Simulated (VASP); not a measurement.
**SnO: 7 runs along one coordinate**

System: SnO (4 atoms in the cell).
Method: Kohn-Sham DFT of a periodic cell, PBEsol, VASP PAW PBE potentials, recommended, no spin polarisation (VASP 6.6.1).

The 7 runs differ only in the geometry, by an even scaling of the cell at fixed fractional positions. The structure derives from a Materials Project entry.

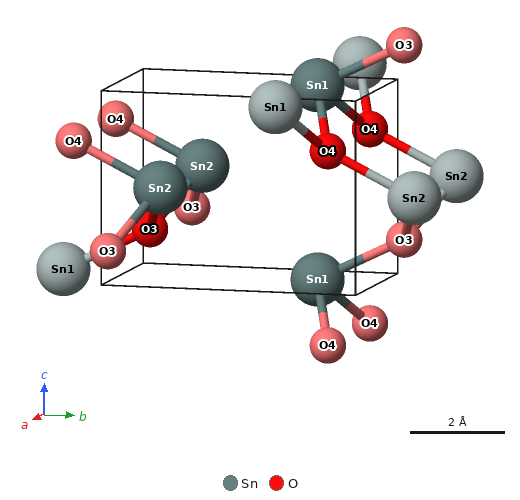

Figure 1. The structure of run 4 (ball-and-stick view of the cell of the calculation, seen slightly off an axis; neighbours outside the cell are drawn fainter; atoms are numbered from 1 in the order of the input). An atom can appear more than once, as a periodic image.

### INCAR of run 4
```
SYSTEM = SnO
  ALGO = Normal
  EDIFF = 1E-7
  ENCUT = 520
  GGA = PS
  ISIF = 2
  ISMEAR = -1
  LASPH = .True.
  LCHARG = .False.
  LREAL = .False.
  LWAVE = .False.
  NBANDS = 28
  NELM = 80
  PREC = Accurate
  SIGMA = 0.05
```

### KPOINTS of run 4
```
k-points
0
Gamma
  8 5 6
  0 0 0
```

### POSCAR of run 4
```
SnO
1.0
    3.3550050000      0.0000000000      0.0000000000
    0.0000000000      5.6741040000      0.0000000000
    0.0000000000      0.0000000000      4.2219700000
Sn O
2 2
Direct
    0.5000000000      0.7680910000      0.0131440000
    0.0000000000      0.2319090000      0.5131440000
    0.5000000000      0.1087500000      0.2368570000
    0.0000000000      0.8912500000      0.7368570000
```

Command:
```bash
cat potpaw_PBE.64/Sn_d/POTCAR potpaw_PBE.64/O/POTCAR > POTCAR
mpirun -np 1 vasp_std > vasp.out
```

Run 5 differs from it as follows:
```diff
-    3.3550050000      0.0000000000      0.0000000000
-    0.0000000000      5.6741040000      0.0000000000
-    0.0000000000      0.0000000000      4.2219700000
+    3.3772242237      0.0000000000      0.0000000000
+    0.0000000000      5.7116819428      0.0000000000
+    0.0000000000      0.0000000000      4.2499308811
```

### Results, with one run withheld

```csv
run,volume per atom (Å³),"free energy per atom, from the lowest run given (meV)",pressure (GPa),gap on the mesh (eV)
1,18.887,3.37,2.15,1.33
2,19.289,0.00,0.28,1.37
3,19.691,1.07,−1.38,1.40
4,20.093,6.09,−2.87,1.42
5,20.495,?,?,?
6,20.897,26.38,−5.39,1.47
7,21.299,40.95,−6.46,1.50
```

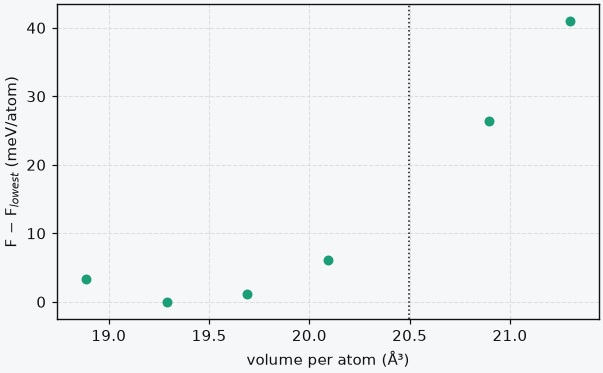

Figure 2. Free energy per atom of the runs given; the dotted line marks run 5.

Fit the runs given and predict run 5.

A cubic polynomial in V^(−2/3) (the Birch–Murnaghan form), fitted to the 6 runs given, misses them by under 0.01 meV per atom. With x = V^(−2/3) − 0.13574 Å⁻², it reads F = 4.5344 − 3292.8 x + 5.7932e+05 x² + 8.2859e+05 x³ (meV per atom). At run 5 it gives 14.65 meV per atom, and the run itself gives 14.66. The slope of the fit gives a pressure −dF/dV of −4.07 GPa there, and the run prints −4.20 GPa. The two needn't agree exactly: the fit is approximate, and the printed stress is taken on a finite basis. The fit has its minimum at 19.387 Å³ per atom, where V d²F/dV² gives 82.7 GPa. Cell shape and fractional positions are held, so this is the stiffness under even scaling; the relaxed bulk modulus wasn't computed and can be far lower in a crystal of layers, chains or molecules like this one. The gap on the mesh goes, without turning, from 1.33 eV in run 1 to 1.50 eV in run 7; run 5 has 1.45 eV. These are gaps of this functional on this mesh, which can miss the band edges; they aren't the measured gap.

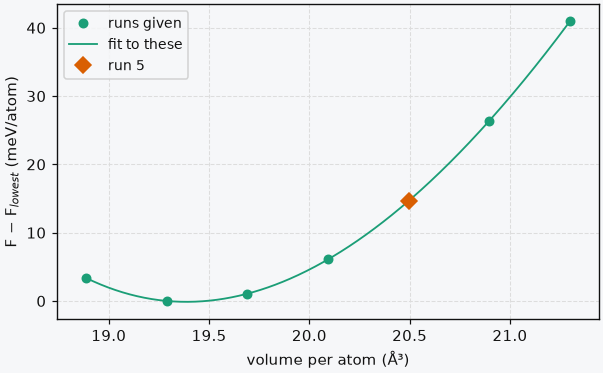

Figure 3. The fit and the withheld run.

### OSZICAR and lines of OUTCAR (run 5)
```
N       E                     dE             d eps       ncg     rms          rms(c)
DAV:   1     0.434405461526E+03    0.43441E+03   -0.20254E+04  3480   0.207E+03
DAV:   2     0.412928638750E+02   -0.39311E+03   -0.37744E+03  3568   0.536E+02
DAV:   3    -0.240375747462E+02   -0.65330E+02   -0.64368E+02  3868   0.186E+02
DAV:   4    -0.272466710737E+02   -0.32091E+01   -0.31932E+01  3912   0.450E+01
DAV:   5    -0.273258322593E+02   -0.79161E-01   -0.79144E-01  3688   0.760E+00    0.111E+01
DAV:   6    -0.239110454113E+02    0.34148E+01   -0.16184E+01  5472   0.465E+01    0.533E+00
DAV:   7    -0.238098244220E+02    0.10122E+00   -0.21248E+00  3888   0.877E+00    0.255E+00
DAV:   8    -0.237727441315E+02    0.37080E-01   -0.35965E-01  3892   0.384E+00    0.767E-01
DAV:   9    -0.237607491555E+02    0.11995E-01   -0.45906E-02  5476   0.212E+00    0.236E-01
DAV:  10    -0.237621873119E+02   -0.14382E-02   -0.82412E-03  4624   0.834E-01    0.162E-01
DAV:  11    -0.237616114019E+02    0.57591E-03   -0.26157E-03  5240   0.472E-01    0.279E-02
DAV:  12    -0.237616339788E+02   -0.22577E-04   -0.29955E-04  3696   0.121E-01    0.265E-02
DAV:  13    -0.237616321552E+02    0.18235E-05   -0.20276E-05  4048   0.308E-02    0.892E-03
DAV:  14    -0.237616315357E+02    0.61959E-06   -0.18368E-06  4516   0.897E-03    0.142E-03
DAV:  15    -0.237616314978E+02    0.37802E-07   -0.23415E-07  2764   0.494E-03
   1 F= -.23761631E+02 E0= -.23761631E+02  d E =-.238153E-07
[... from OUTCAR:]
  free energy    TOTEN  =       -23.76163150 eV
  energy without entropy =      -23.76163147  energy(sigma->0) =      -23.76163149
 E-fermi :   5.1953     XC(G=0):  -9.6689     alpha+bet :-10.6443
  free  energy   TOTEN  =       -23.7616314978 eV
  energy  without entropy=      -23.7616314740  energy(sigma->0) =      -23.76163149
```
